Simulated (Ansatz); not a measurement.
Input file:

```
crystal:
  lattice:
    - [4.0335084316, 0.0, 0.0]
    - [0.0, 4.0335084316, 0.0]
    - [0.0, 0.0, 4.0335084316]
  atoms:
    - { symbol: Ti, position: [0.5, 0.5, 0.0] }
    - { symbol: Ti, position: [0.0, 0.5, 0.5] }
    - { symbol: Ti, position: [0.5, 0.0, 0.5] }
    - { symbol: O, position: [0.0, 0.5, 0.0] }
    - { symbol: O, position: [0.5, 0.0, 0.0] }
    - { symbol: O, position: [0.0, 0.0, 0.5] }
basis:
  ecutwfc: 420
kpoints:
  mp_grid: { grid: [10, 10, 10] }
  band_path:
    path:
      - [[0.0, 0.0, 0.0], [0.0, 0.5, 0.0], [0.5, 0.5, 0.0], [0.0, 0.0, 0.0], [0.5, 0.5, 0.5], [0.0, 0.5, 0.0]]
      - [[0.5, 0.5, 0.5], [0.5, 0.5, 0.0]]
    npoints: 14
hamiltonian:
  xc: pbesol
scf:
  occupations: { method: gaussian, width: 0.1 }
  n_extra_bands: 15
output:
  forces: true
  stress: true
  eigenvalues: true
  populations: true
  dos: { projected: true, de: 0.02, nscf_kmesh: { grid: [15, 15, 15] } }
  bader: true
  write_density: true
  write_potential: true
  elf: true
  volumetric_format: npy
checkpoint:
  read: start.run
  write: ck
  compress: false
  write_wavefunctions: false
  write_every: 100000
```

Run with:

```sh
ansatz run input.yaml --threads 1 --pin off --max-ram 2560MiB --backend cpu --events-out ev --progress --plain --runs-dir out
```

Below, planes, directions and counts refer to the conventional cell (a = 4.03 Å, b = 4.03 Å, c = 4.03 Å, α = 90.00°, β = 90.00°, γ = 90.00°).

Space group Pm-3m; a structure from a database of computed crystals, not necessarily the ambient phase; computed without spin polarisation.

All numbers below come from DFT PBEsol, scalar-relativistic, plane waves, PAW in Ansatz 0.2.0.

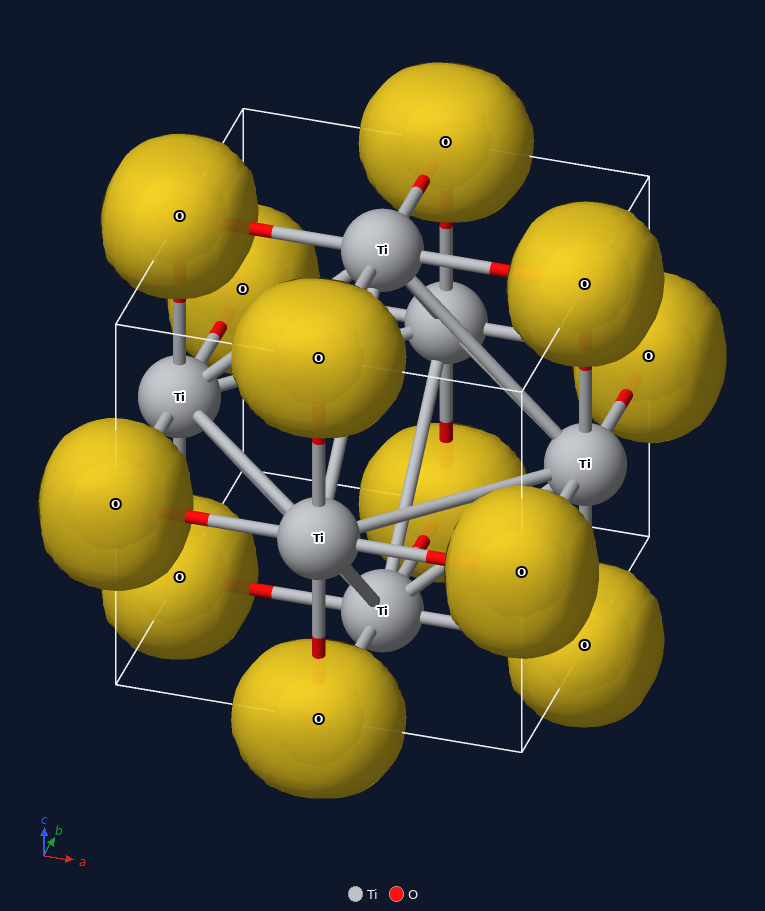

TiO. Isosurface of the electron localisation function at 0.75 (yellow), seen at an oblique angle. Only the valence region is drawn (cores and ρ < 0.01 e/Å³ removed). Sticks mark near contacts.

In a PAW calculation such maps are meaningful between the atoms, not at the nuclei.

### What do the ELF domains correspond to?

At this value the surface marks out three regions wrapped around O (the valence shell of each), counted in one cell of 6 atoms. Regions shared between cells count once.

Values along the shortest contacts:
Ti–O (2.02 Å): the ELF peaks at about 0.80 in the valence shell of O, 0.6 Å from its nucleus, and is about 0.15 at the midpoint: no localised pair shows between them. Ti–Ti (2.85 Å): the ELF is about 0.20 at the midpoint (no shared electron pair shows on this line).
